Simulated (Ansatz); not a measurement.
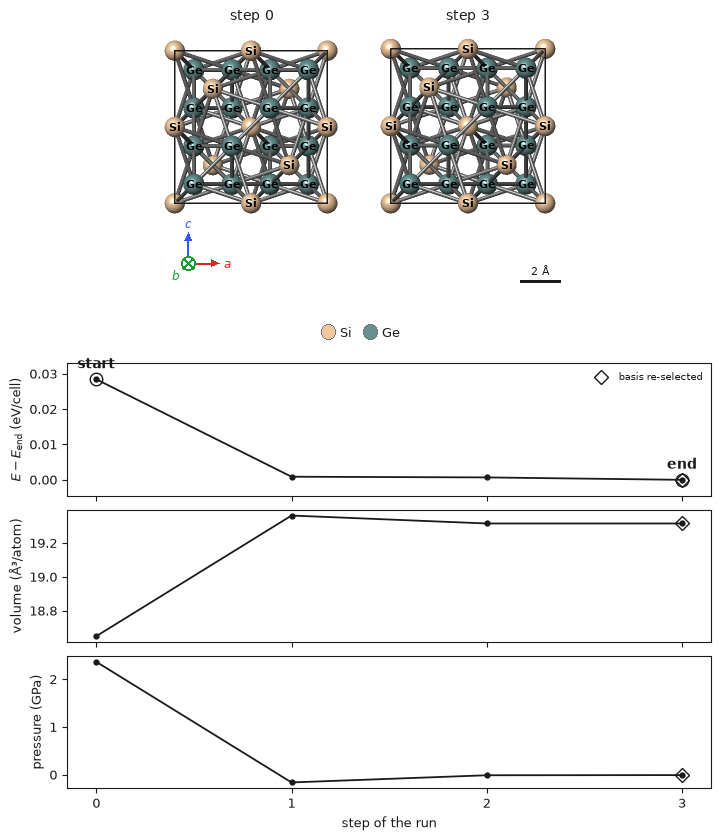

First and last geometry of a relaxation of solid SiGe₂ (a generated structure, set up in Fd-3m), with the history of the run. Style: ball-and-stick. Shown: the conventional cell (4 times the calculation's cell), along the b axis. Lengths and directions refer to the drawn axes.

All numbers below come from DFT PBE, scalar-relativistic, plane waves, PAW in Ansatz. Set-up: plane-wave cutoff 420 eV; k-point mesh 8 × 8 × 8; occupations gaussian; smearing width 0.1 eV; no spin polarisation; cell and atoms relaxed; force threshold 0.01 eV/Å; at most 80 steps.

Question: What do the curves and the structures tell?

Answer: It converged. Over 2 accepted moves (3 points after the start) the energy falls by 28.4 meV per cell of the calculation. All forces vanish by symmetry, so only the cell relaxes. Pressure: 2.37 GPa at the start and −0.01 GPa at the end. The SCF was repeated once at an unchanged geometry on a basis and grid sized afresh for the cell, which shifted the energy by 0.7 meV per cell of the calculation at most. No atom moves by more than 0.005 Å relative to the cell. The volume changes by +3.6 %, with a = b = c 7.649 → 7.739 Å (+1.2 %). Among the contacts that change: Ge–Si 3.171 → 3.209 Å, Ge–Ge 2.704 → 2.736 Å. The space group stays Fd-3m (No. 227). The run took 27 s on 1 thread of Arm Neoverse V1 (shared host), peak memory 0.43 GiB.

```
step  E − E(0), meV/atom  pressure, GPa  volume, Å³/atom                      note
   0                0.00           2.37           18.650                          
   1               -4.59          -0.16           19.363                          
   2               -4.63          -0.01           19.316                          
   3               -4.74          -0.01           19.316  same geometry, new basis
```
